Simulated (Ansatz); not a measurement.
**W: single-point calculation (part 2 of 2)**

W (slab, 12 atoms in the cell); DFT PBEsol, scalar-relativistic, plane waves, PAW, no spin polarisation (Ansatz 0.2.0); cutoff 420 eV, 9×9×1 k-mesh, Gaussian smearing of 0.1 eV. The structure derives from an entry of the Crystallography Open Database. It belongs to a series of runs on one base structure; here: (1 1 1) slab cut from the bulk.

Geometry of the input (Å; fractional positions):
```
4.4609  0.0000  0.0000
-2.2305  3.8633  0.0000
0.0000  0.0000  25.0164
W  0.6667  0.3333  0.2998
W  0.3333  0.6667  0.3362
W  0.0000  0.0000  0.3726
W  0.6667  0.3333  0.4090
W  0.3333  0.6667  0.4454
W  0.0000  0.0000  0.4818
W  0.6667  0.3333  0.5182
W  0.3333  0.6667  0.5546
W  0.0000  0.0000  0.5910
W  0.6667  0.3333  0.6274
W  0.3333  0.6667  0.6638
W  0.0000  0.0000  0.7002
```

Output, continued
```
  k-point 0: bands = ["-66.4032", "-66.3806", "-66.3364", "-66.3107", "-66.2429", "-66.2413", "-66.2317", "-66.2247", "-66.2197", "-66.1531", "-66.0031", "-66.0030", "-30.9581", "-30.9581", "-30.9396", "-30.9382", "-30.9320", "-30.9320", "-30.9142", "-30.9142", "-30.8419", "-30.8366", "-30.8366", "-30.7280", "-30.6832", "-30.6832", "-30.6547", "-30.5898", "-30.5741", "-30.5741", "-30.4909", "-30.4909", "-30.4550", "-30.3875", "-30.3279", "-30.3279", "-30.2329", "-30.1794", "-30.1719", "-30.1719", "-30.1656", "-30.0348", "-30.0298", "-30.0298", "-29.9319", "-29.9319", "-29.9285", "-29.9285", "-1.5857", "-0.3988", "1.1634", "2.0561", "2.0561", "2.7920", "2.9312", "2.9312", "3.7889", "3.8031", "4.0339", "4.0339", "4.2113", "4.4305", "4.4305", "4.4514", "4.4514", "4.8159", "4.8159", "4.8873", "4.8873", "4.9501", "5.0640", "5.1657", "5.1657", "5.7210", "5.7210", "6.0301", "6.0968", "6.0968", "6.4115", "6.4115", "6.4689", "6.4689", "6.7230", "7.2337", "7.5327", "8.6248", "9.0113", "9.2178", "9.2178", "9.2380", "9.2380", "9.8004", "9.8004", "9.8061", "9.8061", "10.1447", "10.1447", "10.5545", "10.5545", "10.7356", "10.7356"]
  k-point 1: bands = ["-66.3985", "-66.3769", "-66.3353", "-66.3102", "-66.2429", "-66.2425", "-66.2322", "-66.2252", "-66.2212", "-66.1566", "-66.0046", "-66.0045", "-31.0518", "-31.0282", "-30.9714", "-30.9700", "-30.9540", "-30.9516", "-30.8727", "-30.8665", "-30.8256", "-30.8026", "-30.7907", "-30.7355", "-30.6819", "-30.6650", "-30.6606", "-30.5808", "-30.5626", "-30.5439", "-30.4801", "-30.4635", "-30.4423", "-30.3905", "-30.3194", "-30.3074", "-30.2335", "-30.1860", "-30.1688", "-30.1685", "-30.1430", "-30.0590", "-30.0351", "-30.0297", "-29.9561", "-29.9463", "-29.9308", "-29.9273", "-1.3903", "-0.2337", "1.2464", "2.1725", "2.1806", "2.6710", "2.9465", "3.0412", "3.4491", "3.6373", "3.6503", "4.0901", "4.1066", "4.1891", "4.2854", "4.5093", "4.5794", "4.6051", "4.8140", "4.9883", "5.1383", "5.2384", "5.2560", "5.2658", "5.3796", "5.7469", "5.7534", "6.0992", "6.1370", "6.2406", "6.4126", "6.4822", "6.5694", "6.6188", "6.8097", "7.3180", "7.6011", "8.6640", "8.9997", "9.0675", "9.0722", "9.1369", "9.1609", "9.3534", "9.5443", "9.8069", "9.8768", "10.0376", "10.0674", "10.1796", "10.3127", "10.5162", "10.6026"]
  k-point 2: bands = ["-66.3853", "-66.3668", "-66.3329", "-66.3089", "-66.2473", "-66.2441", "-66.2348", "-66.2256", "-66.2225", "-66.1665", "-66.0085", "-66.0084", "-31.1526", "-31.0700", "-31.0561", "-31.0431", "-30.9812", "-30.9704", "-30.9014", "-30.8789", "-30.7903", "-30.7525", "-30.7496", "-30.7093", "-30.6485", "-30.6304", "-30.6180", "-30.5440", "-30.5311", "-30.4961", "-30.4505", "-30.4451", "-30.4162", "-30.4079", "-30.2973", "-30.2760", "-30.2326", "-30.1689", "-30.1622", "-30.1608", "-30.1207", "-30.1163", "-30.0595", "-30.0306", "-29.9956", "-29.9800", "-29.9279", "-29.9242", "-0.8312", "0.2366", "1.4703", "2.4762", "2.5121", "2.5219", "2.6978", "3.0911", "3.2073", "3.3438", "3.3645", "3.6666", "4.0655", "4.1439", "4.2430", "4.3256", "4.5407", "4.6905", "4.6953", "5.1335", "5.1547", "5.3446", "5.5605", "5.6104", "5.6862", "5.7744", "5.9776", "6.0847", "6.1829", "6.3564", "6.6136", "6.7240", "6.8552", "6.9695", "7.2013", "7.6169", "7.7804", "8.3120", "8.3554", "8.7662", "8.8310", "8.9101", "9.0249", "9.1592", "9.1678", "9.2196", "9.5035", "9.6702", "9.7929", "9.9665", "10.0909", "10.2958", "10.4351"]
  k-point 11: bands = ["-66.3394", "-66.3394", "-66.3299", "-66.2990", "-66.2699", "-66.2699", "-66.2248", "-66.2248", "-66.2098", "-66.2098", "-66.0184", "-66.0183", "-31.1562", "-31.1369", "-31.1369", "-31.0268", "-31.0268", "-31.0267", "-30.9898", "-30.9765", "-30.9765", "-30.7482", "-30.7482", "-30.5921", "-30.5794", "-30.5794", "-30.5584", "-30.4908", "-30.4908", "-30.4468", "-30.4112", "-30.4112", "-30.3759", "-30.3110", "-30.3110", "-30.2715", "-30.2585", "-30.1979", "-30.1979", "-30.1548", "-30.0664", "-30.0664", "-30.0498", "-30.0099", "-30.0099", "-29.9812", "-29.9525", "-29.9525", "1.5967", "1.6233", "1.6233", "2.4155", "2.4478", "2.4478", "2.5997", "2.5997", "2.8793", "3.2468", "3.7016", "3.7016", "4.6117", "4.6117", "4.7452", "4.7715", "4.7715", "4.8774", "5.0220", "5.3313", "5.3313", "5.3856", "5.3856", "5.5964", "5.5975", "5.5975", "5.6573", "5.7493", "5.7493", "5.9323", "6.6167", "6.6167", "6.6817", "6.7529", "6.7529", "6.9185", "7.9803", "8.1751", "8.1751", "8.2265", "8.4248", "8.4248", "8.5316", "8.6329", "8.6329", "8.8937", "8.8937", "9.0181", "9.3234", "9.3234", "9.6848", "9.9118", "10.2629"]
```

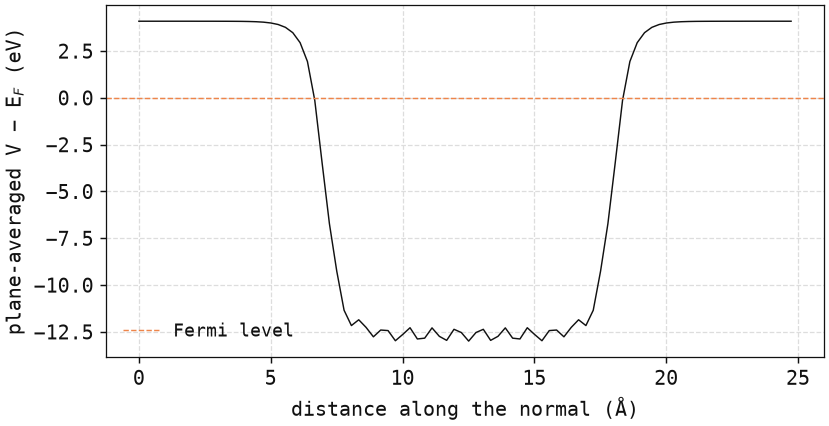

Plane average of the electrostatic potential energy of an electron across the cell, from the Fermi level. The vacuum level lies 4.09 eV above the Fermi level.

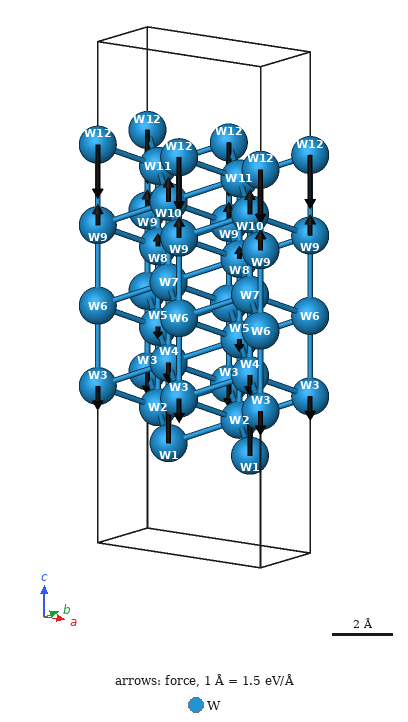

Forces on the atoms as black arrows (ball-and-stick view of the 2 × 1 repeat of the cell, with the vacuum cut short, seen slightly off an axis; atoms are numbered from 1 in the order of the input); the smallest are left out. The largest act on W1, W12 (2.77 eV/Å); W3, W10 (1.26 eV/Å); W4, W9 (1.09 eV/Å). The geometry is not a stationary point of this energy.

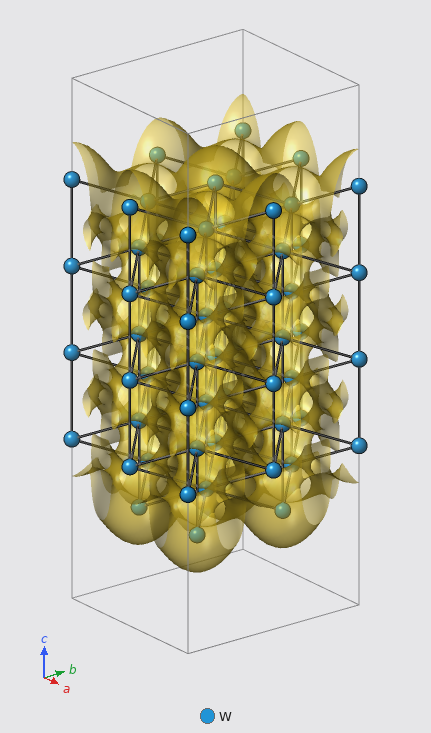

Isosurface of the valence electron density at 0.3 e/Å³ (yellow), seen slightly off an axis. Sticks mark near contacts. At this value the density is joined into sheets; it holds about 90 % of the electrons treated as valence (semicore included). On the grid the lowest density along these lines, outside the cores, is 0.42 e/Å³ (W–W, 2.73 Å). Core electrons are frozen (PAW), so the fields are smoothed inside the atomic spheres.

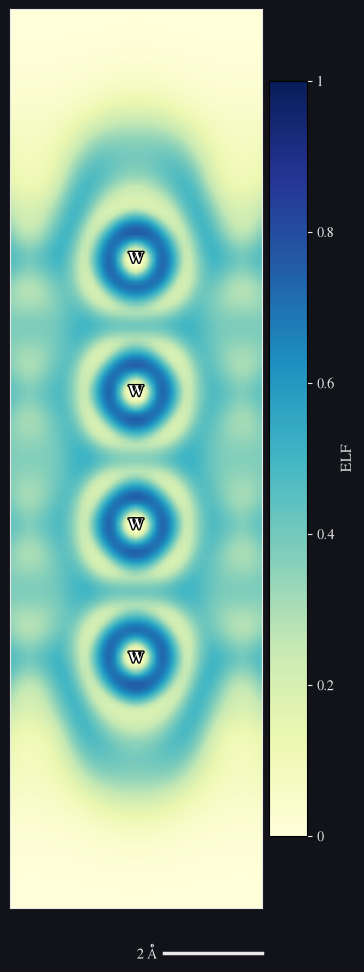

ELF on the (010) plane of the calculation cell, a cut from vacuum to vacuum. The section cuts through W sites. W–W (2.73 Å): the ELF is about 0.40 at the midpoint, which marks nearly free electrons, as in a simple metal. The strong features right at W lie inside the PAW spheres (semicore, d or f shells) and say nothing about bonding.
